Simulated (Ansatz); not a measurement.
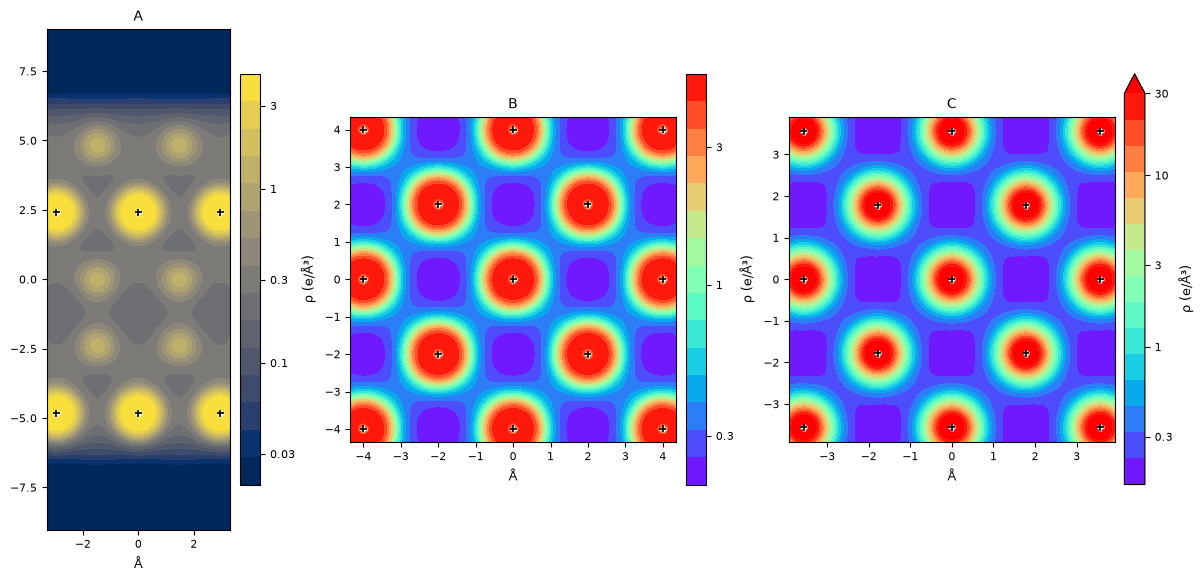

The valence charge density (pseudo) of 3 systems, each on a plane through atoms (crosses mark nuclei in the plane).

Theory: DFT PBEsol, scalar-relativistic, plane waves, PAW in Ansatz.

System 1: Ta (slab), the (100) plane of the calculation cell, a cut from vacuum to vacuum. Computed without spin polarisation.

```
Ta
1.0
     2.95259    0.00000    0.00000
    -1.47629    2.55702    0.00000
     0.00000    0.00000   24.64311
Ta
5
Direct
  0.66667 0.33333 0.30434
  0.33333 0.66667 0.40217
  0.00000 0.00000 0.50000
  0.66667 0.33333 0.59783
  0.33333 0.66667 0.69566
```

System 2: Cu, the (100) plane of the conventional cell. Space group Fm-3m; a structure from a database of computed crystals, not necessarily the ambient phase; computed without spin polarisation.

```yaml
crystal:
  lattice:
    - [3.56341, 0.00000, 0.00000]
    - [0.00000, 3.56341, 0.00000]
    - [0.00000, 0.00000, 3.56341]
  atoms:
    - { symbol: Cu, position: [0.00000, 0.00000, 0.00000] }
    - { symbol: Cu, position: [0.50000, 0.50000, 0.00000] }
    - { symbol: Cu, position: [0.50000, 0.00000, 0.50000] }
    - { symbol: Cu, position: [0.00000, 0.50000, 0.50000] }
```

System 3: W, the (100) plane of the conventional cell. Space group Fm-3m.

Which map belongs to which system?

Panel A is system 1, Ta: the plane holds Ta. Ta–Ta (2.95 Å): ρ is about 0.28 e/Å³ halfway. Panel B is system 3, W: the plane holds W. W–W (2.83 Å): the density is about 0.37 e/Å³ at the midpoint. Panel C is system 2, Cu: the plane holds Cu. Cu–Cu (2.52 Å): ρ is about 0.29 e/Å³ halfway.
